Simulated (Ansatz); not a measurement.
System: In (slab).

```
CELL_PARAMETERS angstrom
3.19489 0.00000 0.00000
0.00000 4.99735 0.00000
0.00000 0.00000 26.18210
ATOMIC_POSITIONS crystal
In 0.50000 0.50000 0.29429
In 0.00000 0.00000 0.34361
In 0.50000 0.50000 0.41334
In 0.00000 0.00000 0.46657
In 0.50000 0.50000 0.53343
In 0.00000 0.00000 0.58666
In 0.50000 0.50000 0.65639
In 0.00000 0.00000 0.70571
```

Method: DFT PBEsol, scalar-relativistic, plane waves, PAW (Ansatz).

**What can the converged valence pseudo-density and electron localisation function tell about the bonding?**

In–In (3.12 Å): ρ is about 0.18 e/Å³ halfway; the ELF is about 0.30 at the midpoint (no shared electron pair shows on this line).
In–In (3.22 Å): ρ is about 0.15 e/Å³ halfway; the ELF is about 0.30 at the midpoint (no localised pair shows between them).

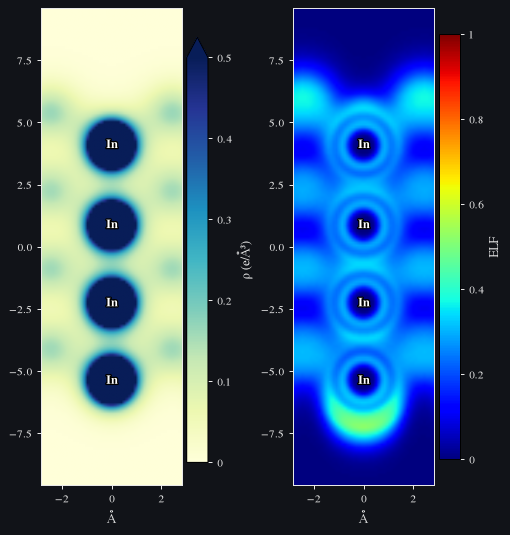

Computed valence pseudo-density and electron localisation function on the (100) plane of the calculation cell, a cut from vacuum to vacuum, in this order. 

Core electrons are frozen (PAW), and the valence fields are smoothed inside the atomic spheres.
